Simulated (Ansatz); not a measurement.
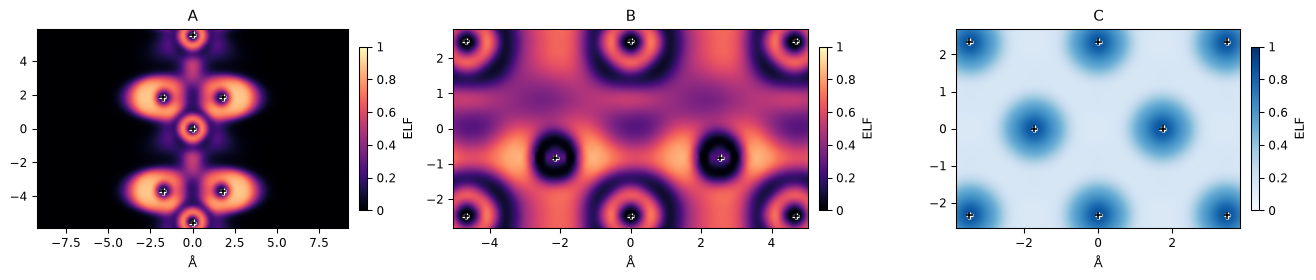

The ELF of 3 systems, each on a plane through atoms (crosses mark nuclei in the plane).

Method: Ansatz 0.2.0, DFT PBEsol, scalar-relativistic, plane waves, PAW.

System 1: TiAl, the (110) plane of the conventional cell. Space group P3m1; a structure from a database of computed crystals, not necessarily the ambient phase; changed on purpose from its base cell (all Ti atoms moved -0.200 Å, as atom 1 along Cartesian [0 0 1]); not relaxed (largest force 1.4 eV/Å); computed without spin polarisation.

```
CELL_PARAMETERS angstrom
2.86726 0.00000 0.00000
-1.43363 2.48312 0.00000
0.00000 0.00000 4.67808
ATOMIC_POSITIONS crystal
Ti 0.00000 0.00000 0.95725
Al 0.33333 0.66667 0.50000
```

System 2: WSe$_{2}$, the (110) plane of the conventional cell. Space group P-6m2; a structure from a database of computed crystals, not necessarily the ambient phase; not relaxed (largest force 1.2 eV/Å).

```
CELL_PARAMETERS angstrom
3.21418 0.00000 0.00000
-1.60709 2.78356 0.00000
0.00000 0.00000 17.75095
ATOMIC_POSITIONS crystal
W 0.00000 0.00000 0.00000
Se 0.33333 0.66667 0.09979
Se 0.33333 0.66667 0.90021
```

System 3: Ag, the (011̄) plane of the conventional cell. Space group I4/mmm; a structure from a database of computed crystals, not necessarily the ambient phase; changed on purpose from its base cell (strain +0.050 along x and y, -0.050 along z, atoms carried along); computed pressure about −10 GPa in this cell; computed without spin polarisation.

```
Ag
1.0
     3.47687    0.00000    0.00000
     0.00000    3.47687    0.00000
     0.00000    0.00000    3.14574
Ag
2
Direct
  0.00000 0.00000 0.00000
  0.50000 0.50000 0.50000
```

Match each panel to its system.

Answer. Panel A is system 2, WSe$_{2}$: the plane holds W and Se. W–Se (2.57 Å): the ELF is about 0.55 at the midpoint. Panel B is system 1, TiAl: the plane holds Ti and Al. Ti–Al (2.70 Å): the ELF is about 0.35 at the midpoint. Panel C is system 3, Ag: the plane holds Ag. Ag–Ag (2.92 Å): the ELF is about 0.15 at the midpoint (no shared electron pair shows on this line).
